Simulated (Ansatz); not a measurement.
# Hf: 5 runs along one coordinate

System: Hf (Im-3m, 1 atom in the cell).
Method: Kohn-Sham DFT of a periodic cell, PBEsol, Ansatz PAW, no spin polarisation (Ansatz 0.2.0).

The 5 runs differ only in the geometry, by an even scaling of the cell at fixed fractional positions. The structure derives from an entry of the Crystallography Open Database.

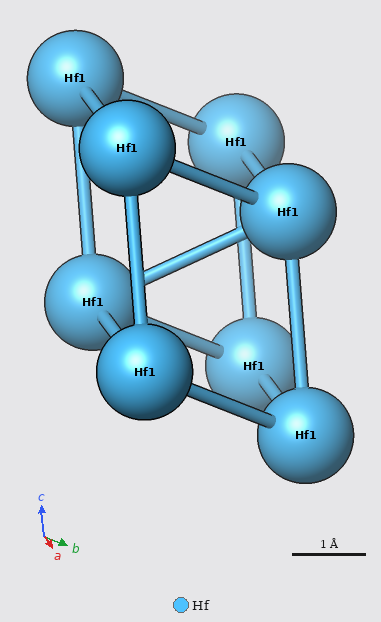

Figure 1. The structure of run 3 (ball-and-stick view of the cell of the calculation, seen slightly off an axis; atoms are numbered from 1 in the order of the input).

## Input of run 3
```yaml
crystal:
  lattice:
    - [-1.792885541, 1.792885541, 1.792885541]
    - [1.792885541, -1.792885541, 1.792885541]
    - [1.792885541, 1.792885541, -1.792885541]
  atoms:
    - { symbol: Hf, position: [0.0, 0.0, 0.0] }
hamiltonian:
  xc: pbesol
  pseudopotentials: { kind: paw }
kpoints:
  mp_grid: { grid: [10, 10, 10] }
scf:
  occupations: { method: fermi_dirac, width: 0.05 }
output:
  forces: true
  stress: true
  eigenvalues: true
```

Command:
```bash
ansatz run input.yaml --threads 2 --pin off --max-ram 5632MiB --backend cpu --events-out ev --progress --plain --runs-dir out
```

Lattice vectors (Å) and fractional positions of run 3:
```
  -1.792886    1.792886    1.792886
   1.792886   -1.792886    1.792886
   1.792886    1.792886   -1.792886
Hf  0.000000  0.000000  0.000000
```

Run 4 differs from it as follows:
```diff
-    - [-1.792885541, 1.792885541, 1.792885541]
-    - [1.792885541, -1.792885541, 1.792885541]
-    - [1.792885541, 1.792885541, -1.792885541]
+    - [-1.805, 1.805, 1.805]
+    - [1.805, -1.805, 1.805]
+    - [1.805, 1.805, -1.805]
```

## Results, with one run withheld

| run | volume per atom (Å³) | free energy per atom, from the lowest run given (meV) | pressure (GPa) |
| --- | --- | --- | --- |
| 1 | 22.112 | 0.00 | −3.76 |
| 2 | 22.582 | 13.89 | −5.68 |
| 3 | 23.052 | 33.17 | −7.43 |
| 4 | 23.523 | ? | ? |
| 5 | 24.934 | 154.77 | −12.92 |

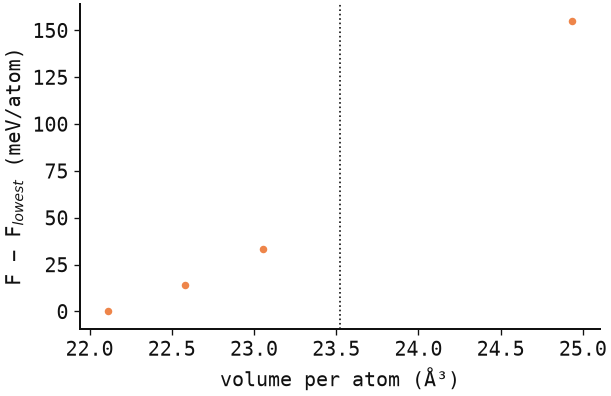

Figure 2. Free energy per atom of the runs given; the dotted line marks run 4.

Fit the runs given and predict run 4.

A quadratic polynomial in V^(−2/3) (the Birch–Murnaghan form), fitted to the 4 runs given, misses them by at most 0.02 meV per atom. With x = V^(−2/3) − 0.12318 Å⁻², it reads F = 36.915 − 13585 x + 1.0003e+06 x² (meV per atom). At run 4 it gives 57.46 meV per atom, and the run itself gives 57.33. The slope of the fit gives a pressure −dF/dV of −9.03 GPa there, and the run prints −9.01 GPa. The fit has no minimum inside this range.

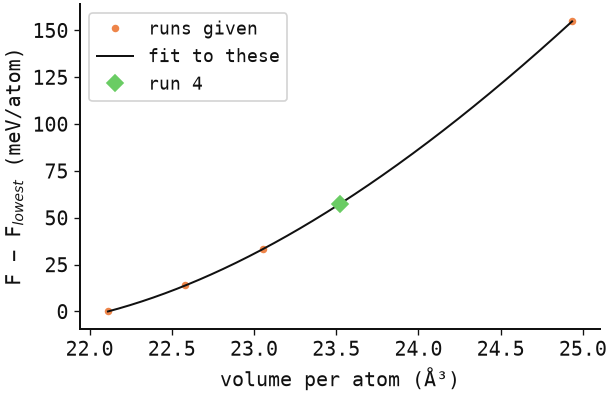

Figure 3. The fit and the withheld run.

## Output, shortened to warnings, some set-up lines, iterations and results (run 4)
```
Basis set: ecut = 420 eV, 459 PW (Γ), exchange–correlation on 48×48×48 points (8 copies of the dense FFT grid, shifted against one another)
Symmetry: 48 space group operations
k-points: 47 of 1000
Initial density: superposition of atomic densities (neutral atoms: chi_scale 0, normalization atom), corrected by the library's trained network
[...]
SCF iter   1: F=—  HF=-15597.801025 eV  |F-HF|=—  |Δ(HF+E_count)|=         —  Δρ=2.97e-3  dr2=1.25e-3  ethr=1.77e-3  ⟨swp⟩=4.9  Hψ=3363  notcnv=0
SCF iter   2: F=—  HF=-15597.800883 eV  |F-HF|=—  |Δ(HF+E_count)|=   1.42e-4  Δρ=1.76e-3  dr2=4.94e-4  ethr=4.82e-6  ⟨swp⟩=2.7  Hψ=1758  notcnv=0
SCF iter   3: F=—  HF=-15597.800933 eV  |F-HF|=—  |Δ(HF+E_count)|=   5.03e-5  Δρ=7.62e-4  dr2=9.13e-5  ethr=1.90e-6  ⟨swp⟩=2.0  Hψ=1129  notcnv=0
SCF iter   4: F=—  HF=-15597.800848 eV  |F-HF|=—  |Δ(HF+E_count)|=   8.51e-5  Δρ=1.78e-4  dr2=4.77e-6  ethr=3.51e-7  ⟨swp⟩=2.0  Hψ=1327  notcnv=0
SCF iter   5: F=—  HF=-15597.800849 eV  |F-HF|=—  |Δ(HF+E_count)|=   6.04e-7  Δρ=4.08e-5  dr2=2.90e-7  ethr=1.83e-8  ⟨swp⟩=1.5  Hψ=857  notcnv=0
SCF iter   6: F=-15597.800848 eV  HF=-15597.800848 eV  |F-HF|=7.72e-9  |Δ(HF+E_count)|=   1.15e-7  Δρ=5.90e-6  dr2=4.93e-9  ethr=3.85e-10  ⟨swp⟩=4.8  Hψ=3067  notcnv=0
SCF 1 converged in 6 iterations: F = -15597.800848 eV  dr2 = 4.93e-9
SCF converged after 6 iterations
Free energy (F): -15597.800848 eV
Harris-Foulkes:  -15597.800848 eV  (|F-HF|=7.72e-9)
Internal energy: -15597.785692 eV  (E = F + TS)
E sigma→0 (E₀):  -15597.793270 eV
Entropy (-TS):   -0.015156 eV (-15.156 meV/atom)
Fermi energy:    18.342560 eV
--- Per-component energies (eV) ---
  E_band       = 2.808558
  E_kinetic    = 422.651217
  E_local      = -5208.864387  (includes V_loc(G=0)·N_el)
  E_nonlocal   = -1239.083110
  E_hartree    = 2436.215492
  E_xc         = -296.789856
  E_vxc        = -264.723521  (∫ρ·V_xc dr)
  E_paw        = -6806.672796  (= ΣΔE_a)
  E_vpaw       = 1420.402401  (= ΣTr[D̂ρ^β])
  E_aug_tail   = -0.000001  (compensation charges beyond the density's cutoff)
  E_ewald      = -4906.493341
  E_core_change = 1.251092  (= ΣΔE_core)
  E_smearing   = -0.015156  (= −TS)
  E_closure    = -0.000000  (closes the sum)
  Σ components = -15597.800848   (vs F -15597.800848, Δ=0.00e0)
--- Forces (eV/Å), atoms counted from 1 ---
  atom   1  Hf     0.00000000     0.00000000    -0.00000000
  max |Σ_I F_I| component: 3.99e-31 eV/Å
--- Stress (GPa, compression-positive) ---
       -9.012707      -0.000000       0.000000
        0.000000      -9.012707       0.000000
        0.000000       0.000000      -9.012707
  P = ⅓ Tr σ = -9.0127 GPa (-90.127 kbar)
```

Notes: Spin–orbit coupling is left out, which matters for Hf.
